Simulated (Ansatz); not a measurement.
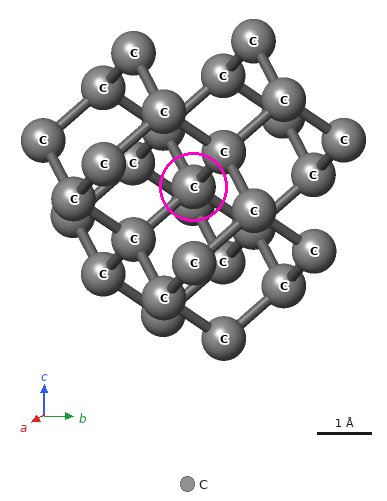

Perfect C. Style: ball-and-stick. Shown: the atoms within 3.3 Å of one point, slightly off an axis.

Level of theory: DFT, PBEsol, PAW, plane waves in Ansatz 0.2.0. Set-up: plane-wave cutoff 420 eV; k-point mesh 1 × 1 × 1; mesh shifted by (0.25, 0.25, 0.25); collinear spin. Fermi-Dirac smearing of 0.01 eV. A uniform background neutralises the charged cell. The axes drawn are those of the host's conventional cell.

A carbon atom is replaced by beryllium at the ringed place, in charge state +1. The supercell has 64 sites, and the atoms are relaxed at the host's cell.

Q: Predict the relaxed surroundings of the defect.

A: In the host the C atom has 4 C at 1.54 Å; the Be atom ends with 4 C at 1.59 to 1.81 Å. Of the host's atoms, a carbon atom moves furthest from its site, by 0.16 Å. The Be atom itself moves 0.12 Å from where it was put. The cell's net moment is 1.00 μB.

The relaxed defect, seen from the same direction:

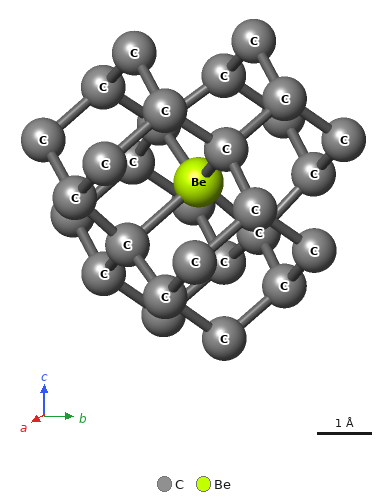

Limits of the set-up: the periodic images lie only 7.1 Å apart, so the values are limited by the cell's size; the cell is charged, on a uniform background, and energies carry no finite-size correction.
